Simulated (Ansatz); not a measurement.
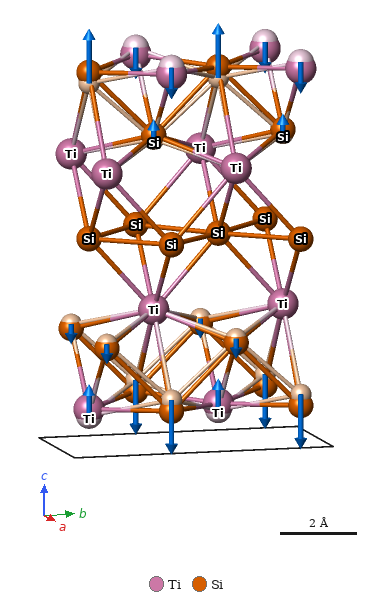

This is a relaxation of a slab of composition Ti2Si3 (cut from the Cmcm phase). The starting structure is drawn faded, the final one solid; blue arrows show the displacements, magnified 5 times.

A ball-and-stick model of the 1 × 2 repeat of the cell, outlined in the plane, without the vacuum, seen slightly off an axis.

Case: (0 1 0) slab, atoms relaxed. The slab is the (0 1 0) face of TiSi2.

The calculation used Ansatz, DFT r2SCAN, scalar-relativistic, plane waves, PAW. Set-up: plane-wave cutoff 500 eV; k-point mesh 10 × 10 × 1; occupations gaussian; smearing width 0.1 eV; no spin polarisation; dipole correction; atoms relaxed in a fixed cell; force threshold 0.02 eV/Å; at most 60 steps.

**Describe the change and its energy.**

The largest moves relative to the layer's centre, 0.29 Å, are those of Si atoms. By element the largest moves are Si 0.29 Å, Ti 0.17 Å. The lattice vectors keep their values. Some distances before and after: Si–Ti 2.806 → 3.030 Å, Si–Ti 2.806 → 2.596 Å, Ti–Ti 3.309 → 3.156 Å, Si–Si 2.379 → 2.507 Å. Among the angles between lasting bonds that change: Si–Ti–Si 152.8° → 173.5°, Si–Ti–Si 104.3° → 115.8°, Si–Ti–Si 77.9° → 85.6°. The energy falls by 0.573 eV per cell of the calculation in 6 geometry steps. Largest force component: 1.4 eV/Å at the start, 0.0021 eV/Å at the end. The run took 14 min on 1 thread of Arm Neoverse V2 (shared host), peak memory 1.3 GiB.
